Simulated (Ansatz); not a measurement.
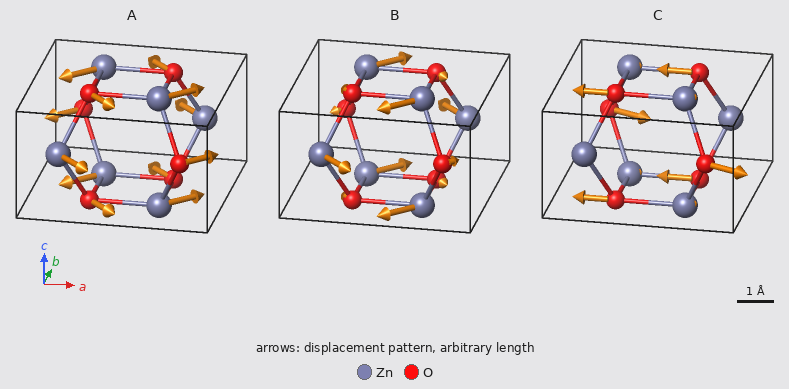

Modes of crystalline ZnO, space group P4₂/mnm (No. 136), at the zone centre (one member of each degenerate set). The orange arrows are the displacements of the atoms (eigenvector over the root of the mass), of arbitrary overall length and sign. Style: ball-and-stick. Shown: the cell of the calculation, from a free direction.

Theory: DFT LDA, scalar-relativistic, plane waves, PAW (Ansatz).

Frequencies are those without the non-analytic (LO–TO) term.

Which are infrared-active and which Raman-active?

A is B₁g, Raman-active by symmetry (47 cm⁻¹). B is A₂g, silent by symmetry (neither infrared- nor Raman-active) (166 cm⁻¹). C is E_u, infrared-active by symmetry (503 cm⁻¹). The crystal has a centre of inversion, so no mode is both.
